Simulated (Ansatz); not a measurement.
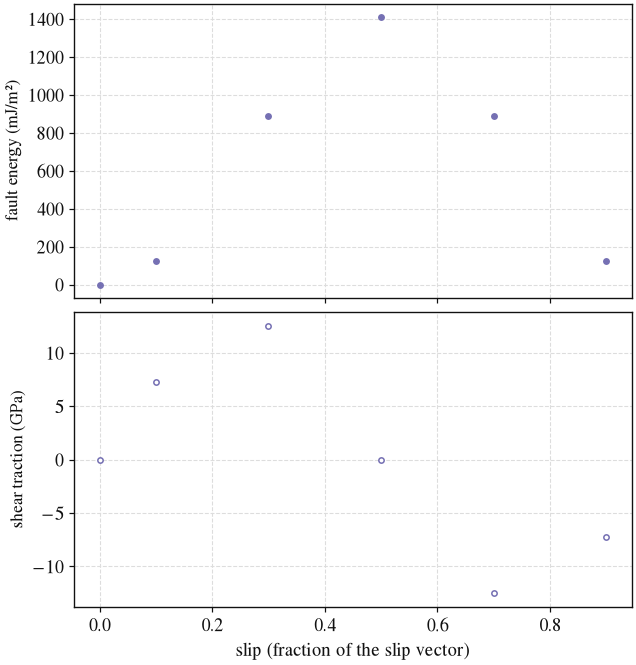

Plotted: fault energy and shear traction against slip for NbP, space group I4_1/amd (No. 141).

The given structure:
```
CELL_PARAMETERS angstrom
-3.32500 0.00000 0.00000
0.00000 -3.32500 0.00000
0.00000 0.00000 11.38000
ATOMIC_POSITIONS crystal
Nb 0.50000 0.50000 0.37500
Nb 0.00000 0.00000 0.87500
Nb 0.50000 0.00000 0.62500
Nb 0.00000 0.50000 0.12500
P 0.50000 0.50000 0.87500
P 0.00000 0.00000 0.37500
P 0.00000 0.50000 0.62500
P 0.50000 0.00000 0.12500
```

Method: rigid slide of a crystal across a plane by tilting cell vector c, one fault a cell, unrelaxed, by plane-wave density functional theory with PAW datasets, free energies less that of the undisturbed cell; scalar-relativistic (Ansatz 0.2.0). Level: LDA, no spin polarisation.

- wave cutoff: 420 eV
- k mesh: 14×14×4
- occupations: Gaussian
- smearing width: 0.15 eV
- k shift: (0, 0, 0) (mesh steps)
- start: as given
- height of the cut: 0 (fraction of cell vector c)
- slip vector: (0, 1) (multiples of cell vectors a and b)

The points at slip 0.6, 0.7, 0.8 and 0.9 follow from computed ones by symmetry.

The points at slip 0.2, 0.4, 0.6 and 0.8 are left out of the plot. What values does the calculation give there?

```csv
slip (fraction of the slip vector),fault energy (mJ/m²),shear traction (GPa)
0.2,457.6,12.35
0.4,1251.5,8.84
0.6,1251.5,-8.84
0.8,457.6,-12.35
```

Note: reference crystal is not relaxed.
